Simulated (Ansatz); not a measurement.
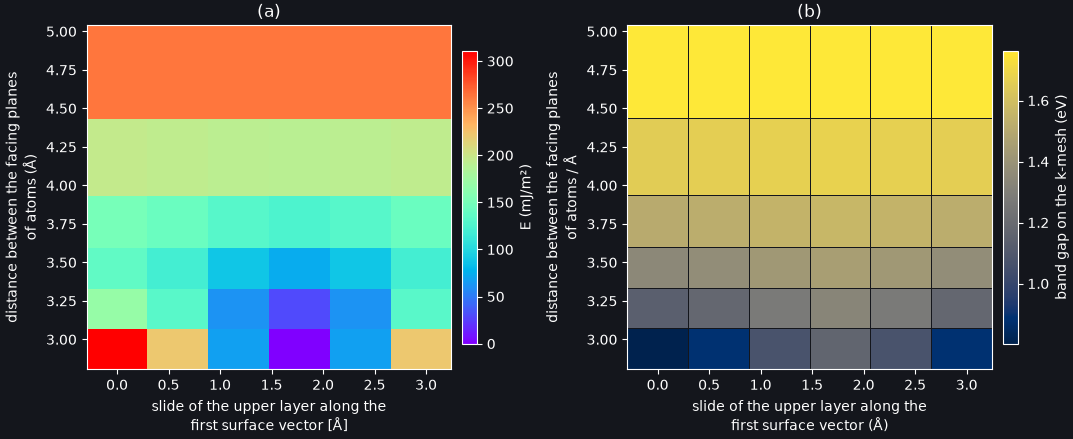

A bilayer of two PtS₂ sheets (1T type) (6 atoms in the cell). The upper layer of a bilayer is slid along a line and lifted, both layers rigid. Coordinates scanned: (1) slide of the upper layer along the first surface vector, from S4 above S3; (2) distance between the facing planes of atoms. Grid: 6 × 6 points; 24 points were computed and 12 follow by symmetry. Points are written as (first, second). All energies are given in mJ/m² relative to the lowest grid point. Theory: Ansatz 0.2.0, DFT PBE+D3(BJ), scalar-relativistic, plane waves, PAW. Settings: cutoff 420 eV, k-mesh 9×9×1, gaussian smearing 0.05 eV, no spin polarisation.

Panel (a) is the energy and panel (b) the computed band gap on the k-mesh on the same grid.

In the figure: one coloured cell a grid point.

Q: How does the band gap on the k-mesh vary over the map, and what is it at the lowest grid point?

A: It runs from 0.80 eV at (0.00 Å, 2.94 Å) to 1.76 eV at (1.77 Å, 4.74 Å). At the lowest grid point, (1.77 Å, 2.94 Å), it is 1.17 eV. That point lies on the edge of the scan.

PAW datasets: the set soft_1.
